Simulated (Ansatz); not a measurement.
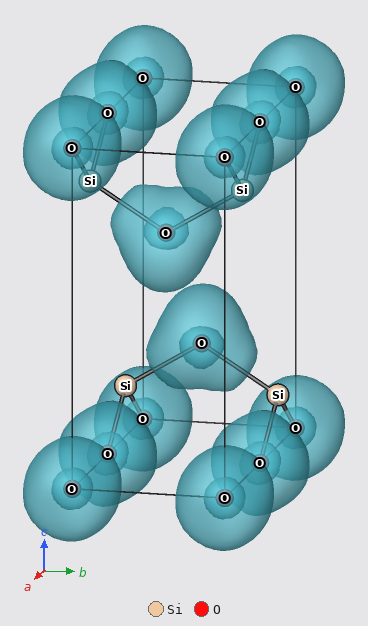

*SiO2. Isosurface of the electron localisation function at 0.7 (cyan), seen slightly off an axis. Core shells and regions of very low density are left out. Sticks mark near contacts.*

Space group Pmma; a structure generated by program, which may or may not match a known phase.

Level of theory: Ansatz 0.2.0, DFT PBE, scalar-relativistic, plane waves, PAW.

In a PAW calculation such maps are meaningful between the atoms, not at the nuclei.

Q: What do the ELF domains correspond to?

A: At this value the surface marks out four regions on O in which the atom's valence shell and bonds are merged, counted in one cell of 6 atoms. Regions shared between cells count once.

Values along the shortest contacts:
Si–O (1.62 Å): the ELF peaks at about 0.85 between the atoms (a shared but strongly polarised pair).

Q: How much charge does the calculation move between the atoms?

A: Electrons move from Si towards O. Bader charges: Si +3.28 and O −1.64 e.

Q: Metal or insulator at this level of theory?

A: It is gapped, with a Kohn–Sham gap of 5.2 eV on the k-point mesh (the band edges may lie off the mesh, which would make the gap smaller).
